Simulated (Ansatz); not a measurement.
# MoS3: a trial structure relaxed, part 2 of 2

The task: take a trial cell of MoS3 to zero force and stress.

Ansatz 0.2.0; DFT PBE, scalar-relativistic, plane waves, PAW. Earlier steps stand in the parts before.

### 4 Full relaxation

The end of the coarse run is made exact in the group found at a tolerance of 0.06 Å and reduced to its primitive cell. The moments had died out, so spin is switched off.

Contents of input.yaml:

```yaml
crystal:
  lattice:
    - [4.9231205773, 0.0, 0.0]
    - [0.0, 4.9231205773, 0.0]
    - [0.0, 0.0, 4.9231205773]
  atoms:
    - { symbol: Mo, position: [0.0, 0.0, 0.0] }
    - { symbol: Mo, position: [0.5, 0.5, 0.5] }
    - { symbol: S, position: [0.25, 0.0, 0.5] }
    - { symbol: S, position: [0.5, 0.75, 0.0] }
    - { symbol: S, position: [0.75, 0.0, 0.5] }
    - { symbol: S, position: [0.5, 0.25, 0.0] }
    - { symbol: S, position: [0.0, 0.5, 0.75] }
    - { symbol: S, position: [0.0, 0.5, 0.25] }
basis:
  ecutwfc: 420
kpoints:
  mp_grid: { grid: [8, 8, 8] }
hamiltonian:
  xc: pbe
scf:
  occupations: { method: gaussian, width: 0.1 }
output:
  forces: true
  stress: true
  eigenvalues: true
  write_density: true
  write_potential: true
  elf: true
  volumetric_format: npy
relax:
  adjacent_minimum: "off"
  f_tol: 0.01
  max_steps: 80
  cell: { stress_tol: 0.05 }
```

On the command line:

```console
$ ansatz run input.yaml --threads 1 --pin off --max-ram 2560MiB --backend cpu --events-out ev --progress --plain --runs-dir out
```

Log, cut to the lines that bear on the results:

```text
Warning: RAYON_NUM_THREADS=1 ignored (pool sized by the plan → 1); use --threads N
[...]
Pseudopotentials: kind: paw
Pseudopotential: Mo, paw, valence charge 14, recommended cutoff 420 eV (normal), Mo.paw.azcp
Pseudopotential: S, paw, valence charge 6, recommended cutoff 420 eV (normal), S.paw.azcp
Functional definition: PBE
[...]
Crystal: 8 atoms, lattice volume = 119.322 Å³
Basis set: ecut = 420 eV, 2325 PW (Γ), exchange–correlation on 72×72×72 points (8 copies of the dense FFT grid, shifted against one another)
Bands: 40, of which v1, the nominal top of the filled ones, is band 32 counted from 1 (31 counted from 0)
Symmetry: 48 space group operations
Space group: Pm-3n (ITA 223), of the structure as read, at distance tolerance 4.9e-5 Å
k-points: 35 of 512
[...]
SCF iter   1: F=—  HF=-15321.567879 eV  |F-HF|=—  |Δ(HF+E_count)|=         —  Δρ=1.02e-2  dr2=1.46e-1  ethr=1.77e-3  ⟨swp⟩=5.7  Hψ=5389  notcnv=0
[...]
  cell:  # Å, volume = 119.4467 Å³
    - [4.92483155859345, 9.62964972193618e-35, 0.0]
    - [9.62964972193618e-35, 4.92483155859345, 3.009265538105056e-35]
    - [0.0, 3.009265538105056e-35, 4.92483155859345]
  atoms:
    - { symbol: Mo, position: [2.0375054743262288e-35, -8.150021897304913e-36, 1.0289402645347453e-35] }
    - { symbol: Mo, position: [0.49999999999999994, 0.49999999999999994, 0.49999999999999994] }
    - { symbol: S, position: [0.24999999999999997, 3.0970083209758675e-35, 0.49999999999999994] }
    - { symbol: S, position: [0.49999999999999994, 0.7499999999999998, -2.7506323903404085e-36] }
    - { symbol: S, position: [0.7499999999999998, 5.053013576329048e-35, 0.49999999999999994] }
    - { symbol: S, position: [0.49999999999999994, 0.24999999999999997, 5.093763685815571e-37] }
    - { symbol: S, position: [-9.209524743954553e-35, 0.49999999999999994, 0.7499999999999998] }
    - { symbol: S, position: [-7.57952036449357e-35, 0.49999999999999994, 0.24999999999999997] }
```

It took 34 s on 1 thread of Arm Neoverse V1, shared host; peak memory 0.44 GiB.

Step by step:

| step | energy from step 1 (eV/cell) | largest force component (eV/Å) | pressure (GPa) | volume (Å³) |
| --- | --- | --- | --- | --- |
| 1 | 0.0000 | 0.0000 | 0.11 | 119.32 |
| 2 | 0.0000 | 0.0000 | -0.03 | 119.45 |
| 3 | 0.0000 | 0.0000 | -0.03 | 119.45 |

Step 1 is the start. Step 3 repeats the geometry before it on a plane-wave basis chosen anew for that cell, so its energy need not be comparable with the rows above.

|  | before | after | change |
| --- | --- | --- | --- |
| a (Å) | 4.923 | 4.925 | 0.0 % |
| b (Å) | 4.923 | 4.925 | 0.0 % |
| c (Å) | 4.923 | 4.925 | 0.0 % |
| volume (Å³/atom) | 14.92 | 14.93 | +0.1 % |
| shortest distance (Å) | 2.462 | 2.462 | 0.0 % |
| space group (0.01 Å) | Pm-3n | Pm-3n | same |

The run keeps the 48 symmetry operations of the start, so it could not have lowered the symmetry.

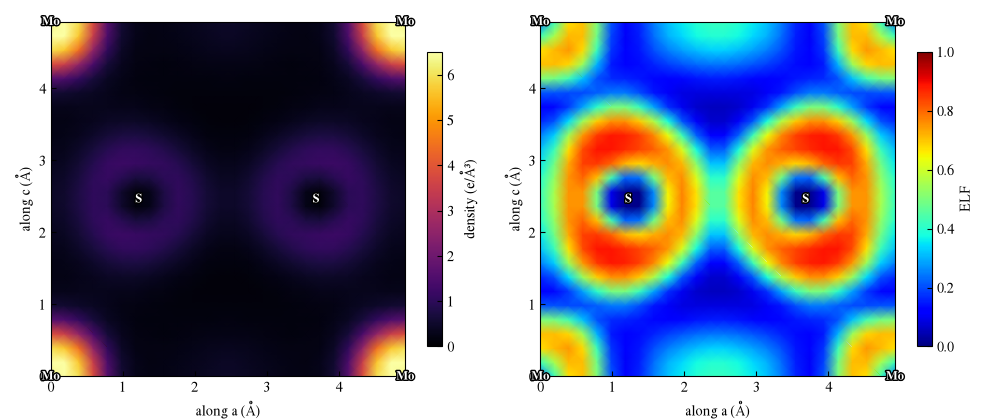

Density (left) and ELF (right) in a lattice plane of the grid's cell (edges 4.92 and 4.92 Å, at 0.000 of the third edge), which holds Mo and S. Only atoms in the plane are labelled. Both are smooth fields of the valence electrons: close to the nuclei they are not physical.

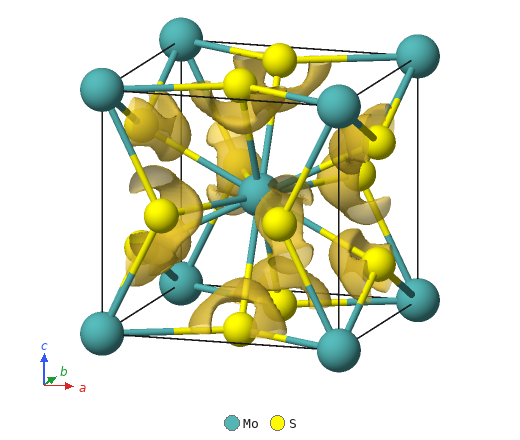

Surface of ELF = 0.83, drawn in one cell.

Outside the cores ELF peaks at 0.89 in the shell around S, 0.9 Å from S.

### 5 Changing settings: xc_grid 2, dispersion d3bjatm

Contents of input.yaml:

```yaml
crystal:
  lattice:
    - [4.9248315586, 0.0, 0.0]
    - [0.0, 4.9248315586, 0.0]
    - [0.0, 0.0, 4.9248315586]
  atoms:
    - { symbol: Mo, position: [0.0, 0.0, 0.0] }
    - { symbol: Mo, position: [0.5, 0.5, 0.5] }
    - { symbol: S, position: [0.25, 0.0, 0.5] }
    - { symbol: S, position: [0.5, 0.75, 0.0] }
    - { symbol: S, position: [0.75, 0.0, 0.5] }
    - { symbol: S, position: [0.5, 0.25, 0.0] }
    - { symbol: S, position: [0.0, 0.5, 0.75] }
    - { symbol: S, position: [0.0, 0.5, 0.25] }
basis:
  ecutwfc: 420
  xc_grid: 2
kpoints:
  mp_grid: { grid: [8, 8, 8] }
hamiltonian:
  xc: pbe
  dispersion: d3bjatm
scf:
  occupations: { method: gaussian, width: 0.1 }
output:
  forces: true
  eigenvalues: true
  stress: true
```

On the command line:

```console
$ ansatz run input.yaml --threads 1 --pin off --max-ram 2560MiB --backend cpu --events-out ev --progress --plain --runs-dir out
```

Log, cut to the lines that bear on the results:

```text
Warning: RAYON_NUM_THREADS=1 ignored (pool sized by the plan → 1); use --threads N
[...]
[... 4 set-up lines as earlier in the session ...]
[...]
Crystal: 8 atoms, lattice volume = 119.447 Å³
Basis set: ecut = 420 eV, 2325 PW (Γ), exchange–correlation on 72×72×72 points (8 copies of the dense FFT grid, shifted against one another)
Bands: 40, of which v1, the nominal top of the filled ones, is band 32 counted from 1 (31 counted from 0)
[... 2 set-up lines as earlier in the session ...]
k-points: 35 of 512
[...]
SCF iter   1: F=—  HF=-15325.147737 eV  |F-HF|=—  |Δ(HF+E_count)|=         —  Δρ=1.01e-2  dr2=1.46e-1  ethr=1.77e-3  ⟨swp⟩=5.7  Hψ=5385  notcnv=0
[...]
SCF converged after 6 iterations
Free energy (F): -15325.132397 eV
[...]
E sigma→0 (E₀):  -15325.118824 eV
Entropy (-TS):   -0.027145 eV (-3.393 meV/atom)
Fermi energy:    13.875672 eV
[...]
--- Forces (eV/Å), atoms counted from 1 ---
  atom   1  Mo     0.00000000    -0.00000000    -0.00000000
  atom   2  Mo     0.00000000    -0.00000000     0.00000000
  atom   3  S     -0.00000000    -0.00000000     0.00000000
  atom   4  S      0.00000000     0.00000000     0.00000000
  atom   5  S      0.00000000     0.00000000     0.00000000
  atom   6  S     -0.00000000    -0.00000000     0.00000000
  atom   7  S      0.00000000     0.00000000     0.00000000
  atom   8  S      0.00000000     0.00000000     0.00000000
[...]
--- Stress (GPa, compression-positive) ---
       -4.434782      -0.000000       0.000000
       -0.000000      -4.434782       0.000000
       -0.000000       0.000000      -4.434782
  P = ⅓ Tr σ = -4.4348 GPa (-44.348 kbar)
--- Band table (eV; the first three rows and the last of 35) ---
[...]
```

Wall time 8.9 s (1 thread of Arm Neoverse V1, shared host); peak memory 0.42 GiB.

| run | ending | energy change | pressure (GPa) | gap (eV) | force (eV/Å) | cycles | time |
| --- | --- | --- | --- | --- | --- | --- | --- |
| step 4 | converged | 0 | 0.0 | 0.00 | 0.00 | - | 34 s |
| variant | converged | -447.5 meV/atom (offset of the dispersion model) | -4.4 | 0.00 | 0.00 | 6 | 8.9 s |

Changing the dispersion term moves the energy by -447.5 meV/atom, and the pressure goes from 0.0 to -4.4 GPa. The dispersion term adds attraction between atoms and pulls the pressure down.

### 6 Summary of results

What follows sums up all 2 parts. Changes of volume or cell count from the first structure of part 1.

```
                              quantity                                                                      value
symmetry at the end (tolerance 0.05 Å)                                                space group Pm-3n (No. 223)
                     conventional cell  a = 4.925 Å, b = 4.925 Å, c = 4.925 Å, α = 90.00°, β = 90.00°, γ = 90.00°
                                volume                                                              14.93 Å³/atom
              energy over the elements                                                              +0.36 eV/atom
                       gap on the mesh                                                               none (metal)
```

What this shows: The space group Pm-3n (No. 223) is kept, and the volume per atom shrinks by 19.3 % from the first guess. The formation energy is positive, so the separate elements lie lower. No finished test with a distortion of lower symmetry is shown, so the end may be a saddle point. Other magnetic orders were not searched.
